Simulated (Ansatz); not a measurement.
Single-point calculation, with input and output: Ga26Sb27 (charge −1) (part 3 of 3)

Continued. System: Ga26Sb27 (defect cell, 53 atoms in the cell, total charge −1). Method: DFT PBE, scalar-relativistic, plane waves, PAW, spin-polarised (Ansatz 0.2.0); cutoff 420 eV, 1×1×1 k-mesh, Gaussian smearing of 0.05 eV, collinear spins. The structure derives from an entry of the Crystallography Open Database.

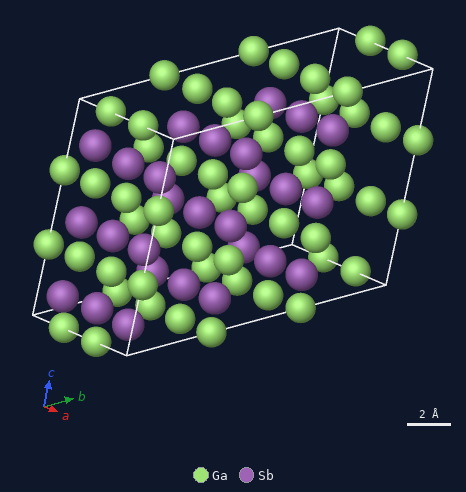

**Figure 1.** The structure (spheres-only view of the cell of the calculation, seen slightly off an axis). An atom can appear more than once, as a periodic image.

## The program's output, continued
```
  k-point 0 ↑: bands = ["-21.1587", "-21.1581", "-21.1579", "-21.1576", "-21.1568", "-21.1565", "-21.1556", "-21.1551", "-21.1548", "-21.1536", ... 237 levels left out ..., "-7.3533", "-7.3531", "-7.3529", "-7.3524", "-7.3515", "-7.3504", "-7.3498", "-7.3486", "-7.3481", "-7.3476", "-7.3472", "-7.3464", "-7.3457", "-7.3450", "-7.3430", "-7.3427", "-7.3413", "-7.3403", "-3.8137", "-2.8651", "-2.8249", "-2.8246", "-2.8244", "-2.7685", "-2.7659", "-2.7635", "-2.6605", "-2.4104", "-2.4103",
      "-2.3710", "-2.3694", "-2.3680", "-2.2503", "-1.6785", "-1.6783", "-1.6722", "-1.6715", "-1.6706", "-1.6230", "-1.6207", "-1.6184", "-1.4943", "-1.4888", "-1.4828", "-1.4464", "1.1646", "1.1654", "1.1664", "1.1976", "1.1986", "1.1992", "1.2012", "1.2023", "1.2660", "1.2678", "1.2696", "1.7426", "2.3324", "2.3328", "2.3337", "2.3520", "2.3525", "2.3857", "2.4289", "2.4343", "2.4379", "2.4402", "2.4844", "2.4881",
      "2.4914", "3.8664", "3.9013", "3.9024", "3.9032", "3.9050", "3.9062", "3.9065", "3.9194", "3.9196", "4.0270", "4.0282", "4.0298", "4.6070", "5.4391", "5.4402", "5.4405", "5.4567", "5.4573", "5.4585", "5.4749", "5.4764", "5.4771", "5.5249", "5.5253", "5.5266", "5.6496", "5.6515", "5.6524", "5.6821", "5.6825", "5.7763", "5.7822", "5.7852", "5.7864", "6.0015", "6.0028", "6.0037", "6.6339", "6.6347",
      "6.6361", "6.6513", "6.6532", "6.6553", "6.6736", "6.6745", "6.7240", "6.7261", "6.7316", "6.7464", "6.7478", "7.1196", "7.1206", "7.1225", "7.7129", "7.7181", "7.7228", "7.7347", "8.1912", "8.1986", "8.2001", "8.2023", "8.2535", "8.2561", "8.2587", "8.4715", "8.5206", "8.5215", "8.5871", "8.5875", "8.5878", "8.8590", "9.1387", "9.1396", "9.2462", "9.2496", "9.2517", "9.2523", "9.2529", "9.2560",
      "9.2636", "9.2659", "9.2698", "9.6065", "9.6727", "9.6735", "9.8150", "9.8173", "9.8198", "10.4174", "10.4202", "10.4243", "10.5925", "11.2446", "11.2449", "11.3395", "11.3417", "11.3440", "11.3516", "11.3537", "11.3552", "11.3762", "11.3764", "11.3808", "11.3895", "11.3952", "11.6440", "11.6492", "11.6530", "12.5818", "12.5831", "12.5840", "12.7620", "12.7629", "12.7650", "12.7656", "12.7659", "12.8421", "12.8428", "12.8434",
      "13.4140", "13.4804", "13.5108", "13.5125", "13.5144", "13.5417", "13.5828", "13.5846", "13.5879", "13.5882", "13.5895"]
  k-point 0 ↓: bands = ["-21.1436", "-21.1431", "-21.1428", "-21.1425", "-21.1418", "-21.1414", "-21.1394", "-21.1390", "-21.1386", "-21.1375", ... 237 levels left out ..., "-7.3486", "-7.3475", "-7.3471", "-7.3467", "-7.3459", "-7.3457", "-7.3441", "-7.3436", "-7.3434", "-7.3428", "-7.3425", "-7.3420", "-7.3411", "-7.3405", "-7.3385", "-7.3381", "-7.3366", "-7.3356", "-3.7727", "-2.8263", "-2.7861", "-2.7857", "-2.7855", "-2.7250", "-2.7221", "-2.7198", "-2.6163", "-2.3683", "-2.3682",
      "-2.3238", "-2.3222", "-2.3207", "-2.1814", "-1.6302", "-1.6295", "-1.6285", "-1.6216", "-1.6214", "-1.5937", "-1.5914", "-1.5890", "-1.3965", "-1.3909", "-1.3838", "-1.3738", "1.1976", "1.1986", "1.1995", "1.2287", "1.2290", "1.2358", "1.2372", "1.2389", "1.3056", "1.3074", "1.3090", "1.7911", "2.3670", "2.3674", "2.3683", "2.3900", "2.3904", "2.4140", "2.4668", "2.4765", "2.4799", "2.4820", "2.5297", "2.5330",
      "2.5360", "3.8962", "3.9314", "3.9318", "3.9327", "3.9329", "3.9333", "3.9338", "3.9643", "3.9645", "4.0887", "4.0897", "4.0912", "4.7564", "5.4811", "5.4821", "5.4824", "5.5010", "5.5014", "5.5022", "5.5220", "5.5231", "5.5236", "5.5584", "5.5590", "5.5604", "5.6915", "5.6931", "5.6938", "5.7373", "5.7378", "5.8031", "5.8296", "5.8322", "5.8342", "6.0596", "6.0607", "6.0615", "6.6844", "6.6848",
      "6.6860", "6.6957", "6.6974", "6.6992", "6.7142", "6.7152", "6.7671", "6.7692", "6.7740", "6.8024", "6.8034", "7.2132", "7.2138", "7.2154", "7.7685", "7.8082", "7.8128", "7.8171", "8.2181", "8.2316", "8.2332", "8.2355", "8.2923", "8.2948", "8.2976", "8.5033", "8.5519", "8.5528", "8.6159", "8.6164", "8.6166", "8.8864", "9.1682", "9.1690", "9.2753", "9.2788", "9.2807", "9.2812", "9.2823", "9.2851",
      "9.2976", "9.2996", "9.3030", "9.6335", "9.6985", "9.6993", "9.8511", "9.8534", "9.8559", "10.4461", "10.4490", "10.4530", "10.6437", "11.2799", "11.2801", "11.3700", "11.3721", "11.3743", "11.3777", "11.3797", "11.3812", "11.4044", "11.4045", "11.4148", "11.4233", "11.4290", "11.6890", "11.6943", "11.6981", "12.6356", "12.6366", "12.6373", "12.7940", "12.7952", "12.7966", "12.7989", "12.7997", "12.8771", "12.8777", "12.8783",
      "13.4498", "13.5033", "13.5435", "13.5451", "13.5470", "13.5627", "13.6229", "13.6240", "13.6252", "13.6264", "13.6286"]
--- Löwdin populations: 53 sites ---
  site symbol       q [e]    m [muB]
     0     Ga     13.2750     0.0204
     1     Ga     13.2753     0.0206
     2     Ga     13.2747     0.0203
     3     Ga     13.2736     0.0054
     4     Ga     13.2746     0.0201
     5     Ga     13.2753     0.0203
     6     Ga     13.2745     0.0205
     7     Ga     13.2735     0.0368
     8     Ga     13.2753     0.0202
     9     Ga     13.2735     0.0054
    10     Ga     13.2749     0.0204
    11     Ga     13.2738     0.0053
    12     Ga     13.2740     0.0053
    13     Ga     13.2724     0.0178
    14     Ga     13.2749     0.0202
    15     Ga     13.2722     0.0179
    16     Ga     13.2722     0.0179
    17     Ga     13.2752     0.0206
    18     Ga     13.2749     0.0202
    19     Ga     13.2736     0.0366
    20     Ga     13.2745     0.0201
    21     Ga     13.2720     0.0179
    22     Ga     13.2721     0.0179
    23     Ga     13.2734     0.0366
    24     Ga     13.2720     0.0180
    25     Ga     13.2734     0.0368
    26     Sb     14.8390     0.2301
    27     Sb     14.7001     0.1149
    28     Sb     14.8374     0.2276
    29     Sb     14.7003     0.1143
    30     Sb     14.7010     0.1141
    31     Sb     14.7201     0.0382
    32     Sb     14.8346     0.2245
    33     Sb     14.7207     0.0385
    34     Sb     14.7210     0.0385
    35     Sb     14.7001     0.1144
    36     Sb     14.7005     0.1141
    37     Sb     14.7196     0.0381
    38     Sb     14.7011     0.1136
    39     Sb     14.7197     0.0393
    40     Sb     14.7197     0.0393
    41     Sb     14.7203     0.0381
    42     Sb     14.7199     0.0393
    43     Sb     14.7209     0.0383
    44     Sb     14.8352     0.2270
    45     Sb     14.7200     0.0382
    46     Sb     14.7205     0.0384
    47     Sb     14.7202     0.0381
    48     Sb     14.7201     0.0392
    49     Sb     14.7207     0.0381
    50     Sb     14.7212     0.0384
    51     Sb     14.7214     0.0384
    52     Sb     14.7107     0.0202
  spilling = 0.001469 (of n_electrons = 744.000000)
--- Bader charges: 53 sites ---
  site symbol  charge [e]  shift [e]    m [muB]
     0     Ga      0.3274     0.0007     0.0291
     1     Ga      0.3272     0.0007     0.0292
     2     Ga      0.3273     0.0007     0.0289
     3     Ga      0.3513     0.0008     0.0120
     4     Ga      0.3278     0.0007     0.0286
     5     Ga      0.3281     0.0007     0.0288
     6     Ga      0.3281     0.0007     0.0289
     7     Ga      0.3569     0.0007     0.0306
     8     Ga      0.3275     0.0007     0.0288
     9     Ga      0.3516     0.0008     0.0120
    10     Ga      0.3273     0.0007     0.0289
    11     Ga      0.3513     0.0008     0.0119
    12     Ga      0.3511     0.0008     0.0119
    13     Ga      0.3558     0.0007     0.0186
    14     Ga      0.3282     0.0007     0.0286
    15     Ga      0.3559     0.0007     0.0187
    16     Ga      0.3559     0.0007     0.0187
    17     Ga      0.3281     0.0007     0.0291
    18     Ga      0.3286     0.0007     0.0287
    19     Ga      0.3572     0.0007     0.0304
    20     Ga      0.3286     0.0007     0.0285
    21     Ga      0.3560     0.0007     0.0187
    22     Ga      0.3560     0.0007     0.0187
    23     Ga      0.3572     0.0007     0.0305
    24     Ga      0.3560     0.0007     0.0188
    25     Ga      0.3570     0.0007     0.0306
    26     Sb     -0.2363     0.0004     0.2176
    27     Sb     -0.3701     0.0007     0.1085
    28     Sb     -0.2349     0.0004     0.2154
    29     Sb     -0.3700     0.0007     0.1079
    30     Sb     -0.3703     0.0007     0.1077
    31     Sb     -0.3982     0.0007     0.0402
    32     Sb     -0.2365     0.0004     0.2127
    33     Sb     -0.3988     0.0007     0.0405
    34     Sb     -0.3990     0.0007     0.0404
    35     Sb     -0.3699     0.0007     0.1080
    36     Sb     -0.3701     0.0007     0.1078
    37     Sb     -0.3980     0.0007     0.0401
    38     Sb     -0.3702     0.0007     0.1072
    39     Sb     -0.3910     0.0007     0.0380
    40     Sb     -0.3910     0.0007     0.0380
    41     Sb     -0.3985     0.0007     0.0400
    42     Sb     -0.3911     0.0007     0.0380
    43     Sb     -0.3989     0.0007     0.0402
    44     Sb     -0.2390     0.0004     0.2148
    45     Sb     -0.3983     0.0007     0.0401
    46     Sb     -0.3986     0.0007     0.0403
    47     Sb     -0.3983     0.0007     0.0401
    48     Sb     -0.3913     0.0007     0.0379
    49     Sb     -0.3987     0.0007     0.0400
    50     Sb     -0.3992     0.0007     0.0403
    51     Sb     -0.3993     0.0007     0.0403
    52     Sb     -0.3879     0.0008     0.0241
  estimated error of the sums over rays = 5.8e-4 e
```

## Key numbers

- outcome: converged
- electrons treated: 744
- free energy: −273423.6359 eV
- Fermi energy: 7.760 eV
- gap on the k-point mesh: 0.03 eV
- net moment of the cell: 2.79 μB
- integrated absolute moment: 2.85 μB
- largest force (length of the vector): 0.078 eV/Å
- hardware: 8 threads of Arm Neoverse V2, 24 GiB of memory available, shared host
- wall time: 2.1 min (CPU time 16 min)
- peak memory: 3.9 GiB

## Remarks

Warnings of the run: the state was not tested for a lower one. The cell is charged and computed with a neutralising background, so its energy and pressure depend on the cell and aren't those of a real crystal. The k-point mesh is coarse for a cell of this size, so the results may not be converged.
